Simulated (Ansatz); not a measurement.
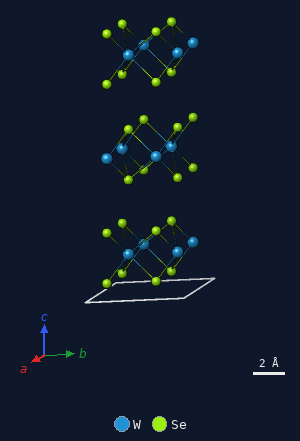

Normal modes of solid WSe$_{2}$, at the zone centre. Style: ball-and-stick. Shown: the 2 × 2 repeat of the cell, outlined in the plane, without the vacuum, slightly off an axis.

All numbers below come from Ansatz 0.2.0, DFT PBEsol, scalar-relativistic, plane waves, PAW. Settings: plane-wave cutoff 420 eV; k-point mesh 12 × 12 × 1; occupations gaussian; smearing width 0.05 eV; no spin polarisation.

Frequencies are those without the non-analytic (LO–TO) term.

### Which optical modes does it have, at what frequencies, and is it stable there?

The calculation's cell holds 9 atoms, so there are 24 optical modes, in 12 levels. The lowest is so near zero that its sign isn't certain.

```
level           symmetry  frequency (cm⁻¹)                    activity
    1                 E″                10                Raman-active
    2                A₁′                13                Raman-active
    3                 E′                17  infrared- and Raman-active
    4                A₂″                23             infrared-active
    5                 E″               173                Raman-active
    6             4-fold               173                not assigned
    7                 E′               246  infrared- and Raman-active
    8             4-fold               246                not assigned
    9                A₁′               247                Raman-active
   10  doubly degenerate               248                not assigned
   11                A₂″               306             infrared-active
   12  doubly degenerate               307                not assigned
```

The displacement patterns (one member of each degenerate set), 6 of the levels:

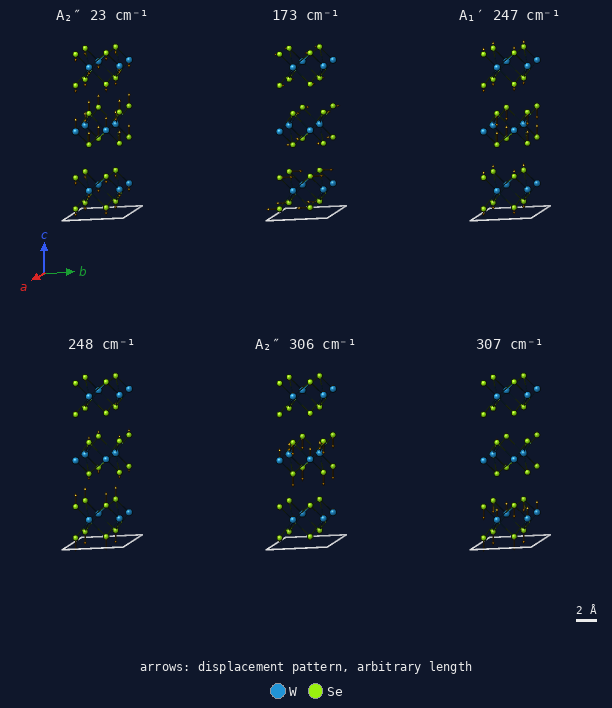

Limits of the set-up: layers or molecules are held without a dispersion correction, so their spacing is unreliable.
